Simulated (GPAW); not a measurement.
**The basis that the transmission of H2 in line between two Bi chains needs**

Aim: T(E), conductance and thermopower of H2 in line between two Bi chains, and what cheaper settings cost in accuracy.

Method: GPAW LCAO, PAW setups; Landauer transmission from Green's functions with principal layers (ASE), zero bias, in GPAW 26.7.0.

### Step 1. Starting point

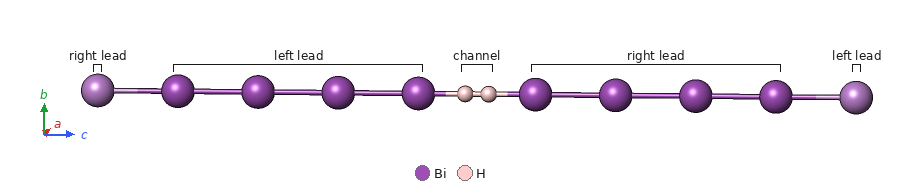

The cell as given, from the side, with the c axis across the page (bismuth purple, hydrogen pink). Some periodic images of atoms are drawn too.

The cell holds 10 atoms: 8 Bi and 2 H. Cell: a = 9.000 Å, b = 9.000 Å, c = 24.538 Å, α = 90.0°, β = 90.0°, γ = 90.0°. Regions: left lead, 4 atoms (4 Bi); channel, 2 atoms (2 H); right lead, 4 atoms (4 Bi). Vacuum lies along a and b. The structure is stacked along c, and the current runs across the ab planes.

### Step 2. GPAW, dzp

The script solves lead and junction separately, takes H and S in the orbital basis, and joins semi-infinite leads through their self-energies; the dzp basis is the working standard.

Contents of run.py:

```python
import json
import numpy as np
from ase import Atoms
from ase.transport.calculators import TransportCalculator
from gpaw import GPAW, FermiDirac
from gpaw.lcao.tools import get_lcao_hamiltonian
from scipy.linalg import eigh

# The junction with lead layers at both ends, along the third cell vector
device = Atoms(
    ['Bi', 'Bi', 'Bi', 'Bi', 'H', 'H', 'Bi', 'Bi', 'Bi', 'Bi'],
    positions=[
        [4.50000, 4.50000, 1.45000],
        [4.50000, 4.50000, 4.35000],
        [4.50000, 4.50000, 7.25000],
        [4.50000, 4.50000, 10.15000],
        [4.50000, 4.50000, 11.84380],
        [4.50000, 4.50000, 12.69380],
        [4.50000, 4.50000, 14.38760],
        [4.50000, 4.50000, 17.28760],
        [4.50000, 4.50000, 20.18760],
        [4.50000, 4.50000, 23.08760]],
    cell=[[9.0, 0.0, 0.0], [0.0, 9.0, 0.0], [0.0, 0.0, 24.5376]],
    pbc=True)

# One principal layer of the lead: the first 2 atoms of the device
lead = Atoms(
    ['Bi', 'Bi'],
    positions=[
        [4.50000, 4.50000, 1.45000],
        [4.50000, 4.50000, 4.35000]],
    cell=[[9.0, 0.0, 0.0], [0.0, 9.0, 0.0], [0.0, 0.0, 5.8]],
    pbc=True)

settings = dict(mode='lcao', basis='dzp', xc='PBE', h=0.2,
                occupations=FermiDirac(0.1), maxiter=250,
                mixer=dict(beta=0.1, nmaxold=8, weight=100.0),
                convergence=dict(density=0.0001))
energies = np.arange(-2, 2 + 1e-9, 0.05)
eta = 0.0001
n1, n2 = 1, 1
# k and -k transmit alike, so half of the mesh across the current serves
mesh = [(i, j) for i in range(n1) for j in range(n2) if (i, j) <= (-i % n1, -j % n2)]
weights = np.array([1 if (i, j) == (-i % n1, -j % n2) else 2 for i, j in mesh]) / (n1 * n2)

# [... helper functions left out ...]
fermi_lead = ground_state(lead, (1, 1, 19), 'lead.txt')
fermi_device = ground_state(device, (1, 1, 3), 'device.txt')
# [... loop over the mesh left out, but for ...]
        # Shift the lead onto the potential of the device's first layer
        shift = ((H[:, 0, 0] - H0[:, 0, 0]) / S0[0, 0]).real.mean()
# [...]
kT = 8.617333e-5 * 500
bias = [0.1, 0.2, 0.5, 1.0, 1.5, 2.0]
# [... integrals and printing left out ...]
```

On the command line:

```bash
> OMP_NUM_THREADS=1 OPENBLAS_NUM_THREADS=1 python run.py
```

Output:

```text
basis functions: device 194, principal layer 46
Fermi level: lead -2.8498 eV, device -2.8643 eV; lead shifted by 0.0143 eV
largest coupling past the next layer 5.83e-06 eV, largest misfit of the first layer 0.099 eV
  E-E_F (eV)   T (one spin)  [channel counts left out]
    -2.000    9.9418e-01
    -1.950    9.9500e-01
    -1.900    9.9572e-01
    -1.850    9.9635e-01
    -1.800    9.9690e-01
    -1.750    9.9737e-01
    -1.700    9.9778e-01
    -1.650    9.9814e-01
    -1.600    9.9844e-01
    -1.550    9.9870e-01
    -1.500    9.9892e-01
    -1.450    9.9910e-01
    -1.400    1.0180e+00
    -1.350    1.0631e+00
    -1.300    1.1052e+00
    -1.250    1.1416e+00
[...]
1.650    1.0444e+00
     1.700    1.0256e+00
     1.750    1.0067e+00
     1.800    9.8991e-01
     1.850    9.8985e-01
     1.900    9.8980e-01
     1.950    9.8975e-01
     2.000    9.8972e-01
conductance at 500 K: 1.5979 G0 a cell; thermopower -0.5826 uV/K
current from the zero-bias T(E) at 0.1 V: 12.374 uA
current from the zero-bias T(E) at 0.2 V: 24.71 uA
current from the zero-bias T(E) at 0.5 V: 61.152 uA
current from the zero-bias T(E) at 1.0 V: 118.68 uA
current from the zero-bias T(E) at 1.5 V: 171.78 uA
current from the zero-bias T(E) at 2.0 V: 221.49 uA
```

The job ended after 50 s (1 thread of Arm Neoverse N1, shared host; peak memory 0.84 GiB).

Numbers from this step:

```yaml
conductance: 1.598 G₀
largest_coupling_past_the_next_principal_layer: 5.83e-6 eV
largest_misfit_of_the_first_principal_layer: 0.09907 eV
shift_that_aligns_the_lead: 0.01431 eV
basis_functions_of_the_junction: 194
basis_functions_of_a_principal_layer: 46
transmission_at_the_fermi_level_one_spin: 1.604
```

One spin. Transmission, zone mean against energy, zero at the Fermi level:

| energy (eV) | transmission, zone mean |
| --- | --- |
| -2.0000 | 0.994 |
| -1.7500 | 0.997 |
| -1.5000 | 0.999 |
| -1.2500 | 1.14 |
| -1.0000 | 1.23 |
| -0.7500 | 1.29 |
| -0.5000 | 1.39 |
| -0.2500 | 1.53 |
| 0.0000 | 1.60 |
| 0.0500 | 1.61 |
| 0.2500 | 1.56 |
| 0.5000 | 1.46 |
| 0.7500 | 1.35 |
| 1.0000 | 1.26 |
| 1.2500 | 1.18 |
| 1.5000 | 1.10 |
| 1.7500 | 1.01 |
| 2.0000 | 0.990 |

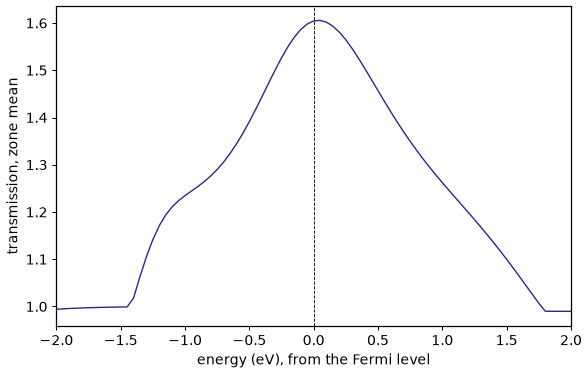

Transmission, zone mean, plotted against energy.

Not self-consistent under bias; the bias window is split evenly. Current through one cell, from the zero-bias transmission against bias:

| bias (V) | current through one cell, from the zero-bias transmission (μA) |
| --- | --- |
| 0.100 | 12.4 |
| 0.200 | 24.7 |
| 0.500 | 61.2 |
| 1.000 | 119 |
| 1.500 | 172 |
| 2.000 | 221 |

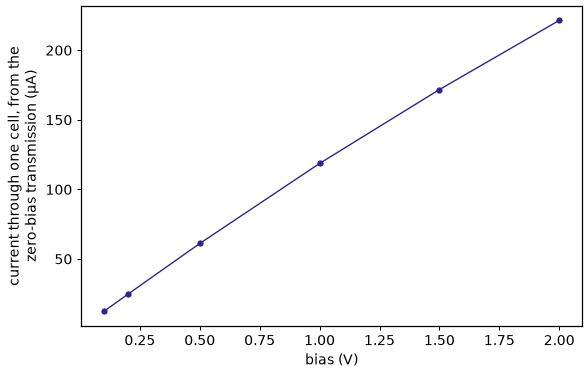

Current through one cell, from the zero-bias transmission against bias.

Table of transmission of the three most open eigenchannels by energy, zero at the Fermi level:

| energy (eV) | channel 1 | channel 2 = channel 3 |
| --- | --- | --- |
| -2.000 | 0.994 | 0 |
| -1.800 | 0.997 | 0 |
| -1.600 | 0.998 | 0 |
| -1.400 | 0.999 | 0.00937 |
| -1.200 | 1.000 | 0.0858 |
| -1.000 | 1.000 | 0.118 |
| -0.800 | 0.999 | 0.139 |
| -0.600 | 0.999 | 0.173 |
| -0.400 | 0.998 | 0.223 |
| -0.200 | 0.997 | 0.276 |
| 0.000 | 0.996 | 0.304 |
| 0.200 | 0.995 | 0.293 |
| 0.400 | 0.995 | 0.254 |
| 0.600 | 0.994 | 0.209 |
| 0.800 | 0.993 | 0.169 |
| 1.000 | 0.992 | 0.135 |
| 1.200 | 0.991 | 0.104 |
| 1.400 | 0.991 | 0.0720 |
| 1.600 | 0.990 | 0.0365 |
| 1.800 | 0.990 | 3.5e-8 |
| 2.000 | 0.990 | 2.4e-12 |

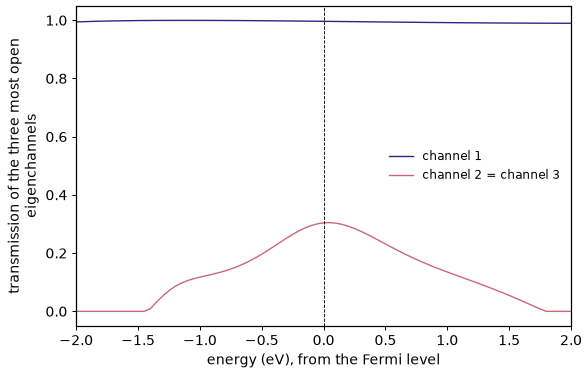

Transmission of the three most open eigenchannels, plotted against energy.

Couplings past the next layer reach 5.8e-6 eV, small enough to drop; the matrix elements of the cell's first layer differ from the bulk lead's by up to 0.099 eV. That layer keeps its own values in the calculation, and only beyond it is the lead taken as perfect. The Fermi levels of lead and junction count from different zeros of potential, one for each periodic cell; with both set to zero, the small remaining shift is what aligns them. Without spin-orbit coupling, which is large for these atoms, channel counts and T are those of the scalar-relativistic bands. By hand: G = 1.598 × 77.48 μS = 124 μS, a resistance of 8.08 kΩ; at 0.1 V a linear junction would pass 12.4 μA, and the integral over the bias window gives 12.4 μA.

### Step 3. GPAW, szp: basis = "szp(dzp)"

The second zeta is dropped, the polarisation orbitals stay.

Changes to run.py since step 2:

```diff
@@ -34,3 +34,3 @@
 
-settings = dict(mode='lcao', basis='dzp', xc='PBE', h=0.2,
+settings = dict(mode='lcao', basis='szp(dzp)', xc='PBE', h=0.2,
                 occupations=FermiDirac(0.1), maxiter=250,
```

Output:

```text
basis functions: device 120, principal layer 28
Fermi level: lead -2.9434 eV, device -2.9675 eV; lead shifted by 0.0374 eV
largest coupling past the next layer 5.79e-06 eV, largest misfit of the first layer 0.113 eV
  E-E_F (eV)   T (one spin)  [channel counts left out]
    -2.000    9.9916e-01
    -1.950    9.9931e-01
    -1.900    9.9943e-01
    -1.850    9.9950e-01
    -1.800    9.9954e-01
    -1.750    9.9956e-01
    -1.700    9.9955e-01
    -1.650    9.9953e-01
    -1.600    9.9948e-01
    -1.550    9.9942e-01
    -1.500    9.9934e-01
    -1.450    9.9925e-01
    -1.400    9.9917e-01
    -1.350    1.0726e+00
    -1.300    1.1086e+00
    -1.250    1.1373e+00
[...]
1.650    1.0414e+00
     1.700    1.0241e+00
     1.750    1.0082e+00
     1.800    9.9381e-01
     1.850    9.8865e-01
     1.900    9.8866e-01
     1.950    9.8869e-01
     2.000    9.8872e-01
conductance at 500 K: 1.5797 G0 a cell; thermopower -0.8495 uV/K
current from the zero-bias T(E) at 0.1 V: 12.233 uA
current from the zero-bias T(E) at 0.2 V: 24.427 uA
current from the zero-bias T(E) at 0.5 V: 60.418 uA
current from the zero-bias T(E) at 1.0 V: 117.18 uA
current from the zero-bias T(E) at 1.5 V: 169.76 uA
current from the zero-bias T(E) at 2.0 V: 219.29 uA
```

Run time: 43 s. Hardware: 1 thread; peak memory 0.82 GiB.

Numbers from this step:

* conductance: 1.580 G₀
* largest coupling past the next principal layer: 5.79e-6 eV
* largest misfit of the first principal layer: 0.1135 eV
* shift that aligns the lead: 0.03740 eV
* basis functions of the junction: 120
* basis functions of a principal layer: 28
* transmission at the Fermi level (one spin): 1.587

One spin. The transmission, zone mean by energy, zero at the Fermi level:

| energy (eV) | transmission, zone mean |
| --- | --- |
| -2.0000 | 0.999 |
| -1.7500 | 1.000 |
| -1.5000 | 0.999 |
| -1.2500 | 1.14 |
| -1.0000 | 1.24 |
| -0.7500 | 1.29 |
| -0.5000 | 1.37 |
| -0.2500 | 1.50 |
| 0.0000 | 1.59 |
| 0.0500 | 1.59 |
| 0.2500 | 1.55 |
| 0.5000 | 1.44 |
| 0.7500 | 1.33 |
| 1.0000 | 1.25 |
| 1.2500 | 1.18 |
| 1.5000 | 1.10 |
| 1.7500 | 1.01 |
| 2.0000 | 0.989 |

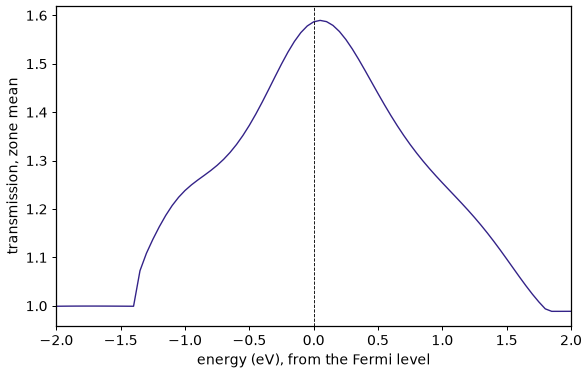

Transmission, zone mean, plotted against energy.

Not self-consistent under bias; the bias window is split evenly. Current through one cell, from the zero-bias transmission against bias:

| bias (V) | current through one cell, from the zero-bias transmission (μA) |
| --- | --- |
| 0.100 | 12.2 |
| 0.200 | 24.4 |
| 0.500 | 60.4 |
| 1.000 | 117 |
| 1.500 | 170 |
| 2.000 | 219 |

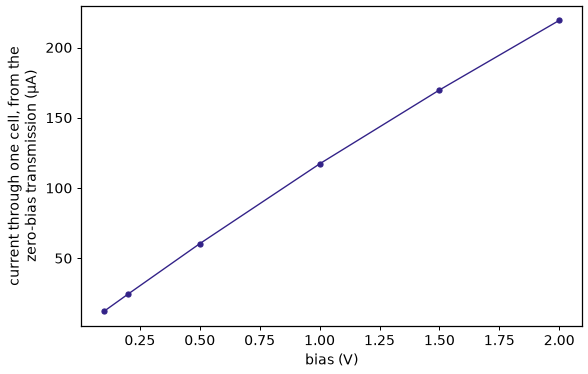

Current through one cell, from the zero-bias transmission, plotted against bias.

Table of transmission of the three most open eigenchannels by energy, zero at the Fermi level:

| energy (eV) | channel 1 | channel 2 = channel 3 |
| --- | --- | --- |
| -2.000 | 0.999 | 0 |
| -1.500 | 0.999 | 6.1e-12 |
| -1.000 | 0.998 | 0.120 |
| -0.500 | 0.996 | 0.189 |
| 0.000 | 0.993 | 0.297 |
| 0.500 | 0.991 | 0.224 |
| 1.000 | 0.989 | 0.132 |
| 1.500 | 0.989 | 0.0541 |
| 2.000 | 0.989 | 3.3e-12 |

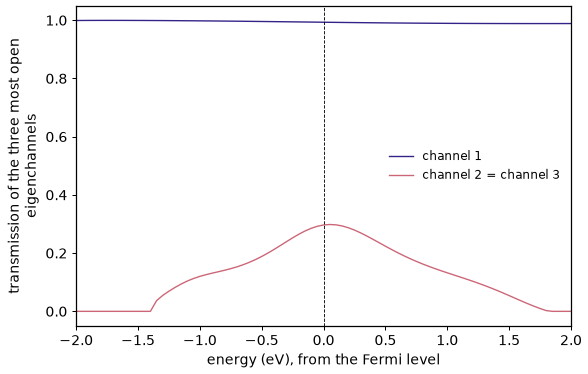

Transmission of the three most open eigenchannels against energy.

The conductance, 1.58 G₀, lies 1.1 % below that of the dzp run.

### Step 4. GPAW, sz: basis = "sz(dzp)"

The minimal basis is the cheapest rung: no second zeta and no polarisation.

Changes to run.py since step 3:

```diff
@@ -34,3 +34,3 @@
 
-settings = dict(mode='lcao', basis='szp(dzp)', xc='PBE', h=0.2,
+settings = dict(mode='lcao', basis='sz(dzp)', xc='PBE', h=0.2,
                 occupations=FermiDirac(0.1), maxiter=250,
```

Output:

```text
basis functions: device 74, principal layer 18
Fermi level: lead -2.7774 eV, device -2.7990 eV; lead shifted by 0.0381 eV
largest coupling past the next layer 5.43e-06 eV, largest misfit of the first layer 0.118 eV
  E-E_F (eV)   T (one spin)  [channel counts left out]
    -2.000    9.9917e-01
    -1.950    9.9931e-01
    -1.900    9.9941e-01
[...]
1.950    9.9545e-01
     2.000    9.9549e-01
conductance at 500 K: 1.4643 G0 a cell; thermopower -0.9065 uV/K
current from the zero-bias T(E) at 0.1 V: 11.34 uA
current from the zero-bias T(E) at 0.2 V: 22.65 uA
current from the zero-bias T(E) at 0.5 V: 56.12 uA
current from the zero-bias T(E) at 1.0 V: 109.37 uA
current from the zero-bias T(E) at 1.5 V: 159.24 uA
current from the zero-bias T(E) at 2.0 V: 206.64 uA
```

It took 34 s on 1 thread; peak memory 0.78 GiB.

This step gave:

```yaml
conductance: 1.464 G₀
largest_coupling_past_the_next_principal_layer: 5.43e-6 eV
largest_misfit_of_the_first_principal_layer: 0.1176 eV
shift_that_aligns_the_lead: 0.03807 eV
basis_functions_of_the_junction: 74
basis_functions_of_a_principal_layer: 18
transmission_at_the_fermi_level_one_spin: 1.470
```

One spin. The transmission, zone mean by energy, zero at the Fermi level:

| energy (eV) | transmission, zone mean |
| --- | --- |
| -2.000 | 0.999 |
| -1.800 | 1.000 |
| -1.600 | 1.000 |
| -1.400 | 1.08 |
| -1.200 | 1.16 |
| -1.000 | 1.20 |
| -0.800 | 1.23 |
| -0.600 | 1.27 |
| -0.400 | 1.34 |
| -0.200 | 1.42 |
| 0.000 | 1.47 |
| 0.050 | 1.47 |
| 0.200 | 1.46 |
| 0.400 | 1.39 |
| 0.600 | 1.31 |
| 0.800 | 1.24 |
| 1.000 | 1.19 |
| 1.200 | 1.15 |
| 1.400 | 1.10 |
| 1.600 | 1.04 |
| 1.800 | 0.996 |
| 2.000 | 0.995 |

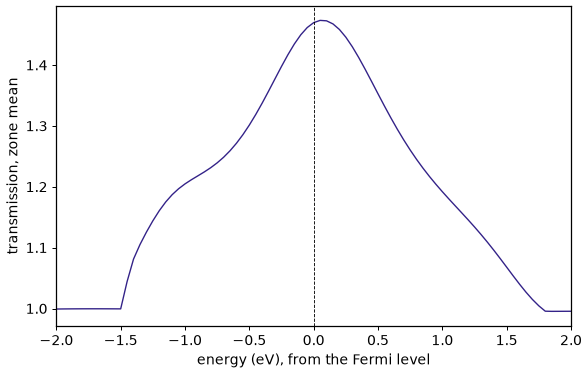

Transmission, zone mean against energy.

The conductance, 1.46 G₀, lies 8.4 % below that of the dzp run.

### Step 5. LDA in the dzp basis: xc = "LDA"

Back in the dzp basis, the functional changes from PBE to LDA, to set the spread between functionals beside that between bases.

Changes to run.py since step 4:

```diff
@@ -34,3 +34,3 @@
 
-settings = dict(mode='lcao', basis='sz(dzp)', xc='PBE', h=0.2,
+settings = dict(mode='lcao', basis='dzp', xc='LDA', h=0.2,
                 occupations=FermiDirac(0.1), maxiter=250,
```

Output:

```text
basis functions: device 194, principal layer 46
Fermi level: lead -3.1147 eV, device -3.1319 eV; lead shifted by 0.0255 eV
largest coupling past the next layer 5.86e-06 eV, largest misfit of the first layer 0.102 eV
  E-E_F (eV)   T (one spin)  [channel counts left out]
    -2.000    9.9588e-01
    -1.950    9.9654e-01
    -1.900    9.9710e-01
[...]
1.950    9.8711e-01
     2.000    9.8707e-01
conductance at 500 K: 1.6382 G0 a cell; thermopower -0.5746 uV/K
current from the zero-bias T(E) at 0.1 V: 12.686 uA
current from the zero-bias T(E) at 0.2 V: 25.329 uA
current from the zero-bias T(E) at 0.5 V: 62.619 uA
current from the zero-bias T(E) at 1.0 V: 121.21 uA
current from the zero-bias T(E) at 1.5 V: 175.03 uA
current from the zero-bias T(E) at 2.0 V: 225.3 uA
```

The job ended after 46 s (1 thread; peak memory 0.83 GiB).

Numbers from this step:

```
conductance                                    : 1.638 G₀
largest coupling past the next principal layer : 5.86e-6 eV
largest misfit of the first principal layer    : 0.1018 eV
shift that aligns the lead                     : 0.02549 eV
basis functions of the junction                : 194
basis functions of a principal layer           : 46
transmission at the Fermi level (one spin)     : 1.646
```

One spin. The transmission, zone mean by energy, zero at the Fermi level:

| energy (eV) | transmission, zone mean |
| --- | --- |
| -2.000 | 0.996 |
| -1.800 | 0.998 |
| -1.600 | 0.999 |
| -1.400 | 1.01 |
| -1.200 | 1.17 |
| -1.000 | 1.25 |
| -0.800 | 1.30 |
| -0.600 | 1.37 |
| -0.400 | 1.47 |
| -0.200 | 1.59 |
| 0.000 | 1.65 |
| 0.050 | 1.65 |
| 0.200 | 1.62 |
| 0.400 | 1.53 |
| 0.600 | 1.43 |
| 0.800 | 1.34 |
| 1.000 | 1.27 |
| 1.200 | 1.20 |
| 1.400 | 1.13 |
| 1.600 | 1.06 |
| 1.800 | 0.987 |
| 2.000 | 0.987 |

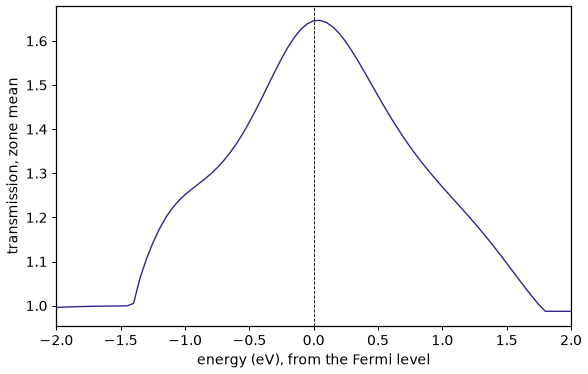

Transmission, zone mean, plotted against energy.

The conductance, 1.64 G₀, lies 2.5 % above that of the dzp run.

### Step 6. Cost and result by level

Times are for 1 thread of Arm Neoverse N1, shared host. The series side by side:

| no. | run | conductance (G₀) | time | memory (GiB) |
| --- | --- | --- | --- | --- |
| 1 | dzp | 1.598 | 50 s | 0.84 |
| 2 | szp | 1.580 | 43 s | 0.82 |
| 3 | sz | 1.464 | 34 s | 0.78 |
| 4 | dzp LDA | 1.638 | 46 s | 0.83 |

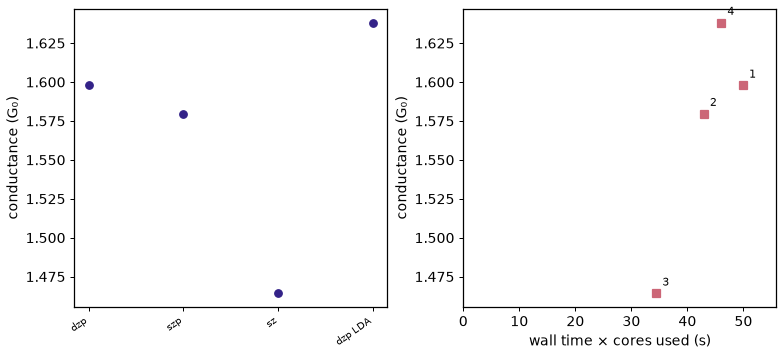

The series as plots; the last panel sets the first result against cost, with the runs numbered as in the table.

### Step 7. The levels side by side

The curves are compared point by point over the common energies.

This step: comparison of transmission and cost over codes and levels (GPAW 26.7.0).

Ladder, by row:

| step | code | T at the Fermi level (sum over the listed spins) | conductance (G0) | r.m.s. T(E) from the first | wall time (s) | peak memory (GiB) | threads |
| --- | --- | --- | --- | --- | --- | --- | --- |
| dzp | GPAW | 1.604 | 1.598 | 0 | 49.9 | 0.84 | 1 |
| szp | GPAW | 1.587 | 1.58 | 0.01219 | 42.91 | 0.82 | 1 |
| sz | GPAW | 1.47 | 1.464 | 0.07424 | 34.4 | 0.78 | 1 |
| dzp-LDA | GPAW | 1.646 | 1.638 | 0.01913 | 46.02 | 0.83 | 1 |

Table of transmission, zone mean, sum over the listed spins by energy, zero at the Fermi level:

| energy (eV) | dzp | szp | sz | dzp-LDA |
| --- | --- | --- | --- | --- |
| -2.000 | 0.994 | 0.999 | 0.999 | 0.996 |
| -1.500 | 0.999 | 0.999 | 0.999 | 0.999 |
| -1.000 | 1.23 | 1.24 | 1.20 | 1.25 |
| -0.500 | 1.39 | 1.37 | 1.30 | 1.42 |
| 0.000 | 1.60 | 1.59 | 1.47 | 1.65 |
| 0.500 | 1.46 | 1.44 | 1.35 | 1.48 |
| 1.000 | 1.26 | 1.25 | 1.19 | 1.27 |
| 1.500 | 1.10 | 1.10 | 1.07 | 1.10 |
| 2.000 | 0.990 | 0.989 | 0.995 | 0.987 |

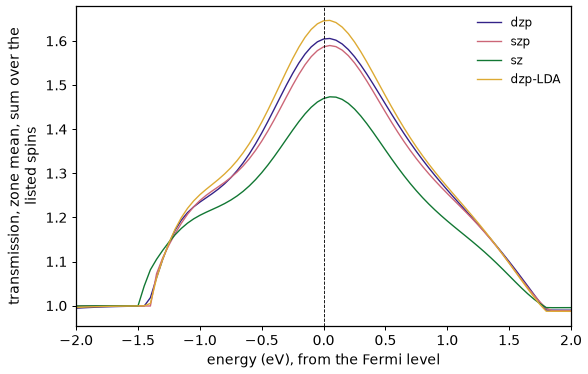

Transmission, zone mean, sum over the listed spins against energy.

[end of part 1 of 2]

[Logs are printed without paths, hosts, clocks, repeated set-up lines and the standing remarks that a program may print on its own settings, such as how far it seeks lower states.]

[Hosts, paths, dates, database ids (printed as entryN), source tags and the programs' standing remarks are cut or masked in the printed files.]
